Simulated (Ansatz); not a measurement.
## Ag: geometry relaxation (part 3 of 3)

The same run, continued: Ag (slab, 16 atoms in the cell); DFT PBE+D3(BJ), scalar-relativistic, plane waves, PAW, no spin polarisation (Ansatz 0.2.0); cutoff 420 eV, 5×5×1 k-mesh, Gaussian smearing of 0.1 eV. The structure derives from an entry of the Crystallography Open Database. The input holds or restrains some coordinates. Forces given for the steps count only the free coordinates.

Geometry of the input (Å; fractional positions):
```
5.7606  0.0000  0.0000
0.0000  5.7606  0.0000
0.0000  0.0000  23.1101
Ag 0.2500  0.2500  0.3678
Ag 0.2500  0.7500  0.3678
Ag 0.7500  0.2500  0.3678
Ag 0.7500  0.7500  0.3678
Ag 0.5000  0.5000  0.4559
Ag 0.5000  0.0000  0.4559
Ag 0.0000  0.5000  0.4559
Ag 0.0000  0.0000  0.4559
Ag 0.7500  0.7500  0.5441
Ag 0.7500  0.2500  0.5441
Ag 0.2500  0.7500  0.5441
Ag 0.2500  0.2500  0.5441
Ag 0.0000  0.0000  0.6322
Ag 0.0000  0.5000  0.6322
Ag 0.5000  0.0000  0.6322
Ag 0.5000  0.5000  0.6322
```

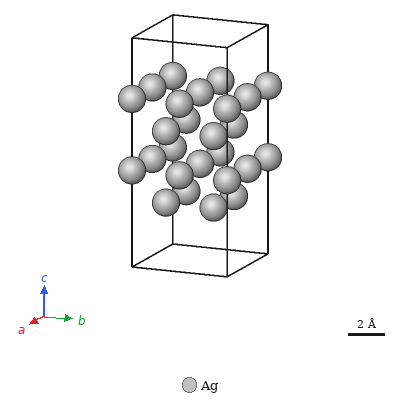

The geometry at step 3 of the log (spheres-only view of the cell of the calculation, with the vacuum cut short, seen slightly off an axis).

Trajectory as extended XYZ, continued
```
16
Lattice="5.7606 0.0000 0.0000 0.0000 5.7606 0.0000 0.0000 0.0000 23.1101" Properties=species:S:1:pos:R:3:forces:R:3 step=3 energy=-121452.18526
Ag    1.4402    1.4402    8.5000    0.0000   0.0000  -0.0124
Ag    1.4402    4.3205    8.5000    0.0000   0.0000  -0.0124
Ag    4.3205    1.4402    8.5000    0.0000   0.0000  -0.0124
Ag    4.3205    4.3205    8.5000    0.0000   0.0000  -0.0124
Ag    2.8803    2.8803   10.5367    0.0000   0.0000   0.0094
Ag    2.8803    0.0000   10.5367    0.0000   0.0000   0.0094
Ag    0.0000    2.8803   10.5367    0.0000   0.0000   0.0094
Ag    0.0000    0.0000   10.5367    0.0000   0.0000   0.0094
Ag    4.3205    4.3205   12.5962    0.0000   0.0000   0.0023
Ag    4.3205    1.4402   12.5962    0.0000   0.0000   0.0023
Ag    1.4402    4.3205   12.5962    0.0000   0.0000   0.0023
Ag    1.4402    1.4402   12.5962    0.0000   0.0000   0.0023
Ag    0.0000    0.0000   14.6365    0.0000   0.0000   0.0006
Ag    0.0000    2.8803   14.6365    0.0000   0.0000   0.0006
Ag    2.8803    0.0000   14.6365    0.0000   0.0000   0.0006
Ag    2.8803    2.8803   14.6365    0.0000   0.0000   0.0006
```

Results in brief

```json
{"quantity": "outcome", "value": "converged under the restraints of the input"}
{"quantity": "electrons treated", "value": "304"}
{"quantity": "free energy", "value": "−121452.1853 eV"}
{"quantity": "work function, top face", "value": "4.17 eV"}
{"quantity": "work function, bottom face", "value": "4.17 eV"}
{"quantity": "Fermi energy", "value": "3.568 eV"}
{"quantity": "gap on the k-point mesh", "value": "none (metallic)"}
{"quantity": "final volume", "value": "766.90 Å³"}
{"quantity": "work function (upper face)", "value": "4.17 eV"}
{"quantity": "largest force (length of the vector) at the end, held atoms and coordinates included", "value": "0.012 eV/Å"}
{"quantity": "hardware", "value": "4 threads of Intel Xeon @ 2.70GHz, 189 GiB of memory available, shared host"}
{"quantity": "wall time", "value": "81 s (CPU time 5.1 min)"}
{"quantity": "peak memory", "value": "2.8 GiB"}
```

Warnings of the run: the exchange-correlation potential is rough where the density is thin.
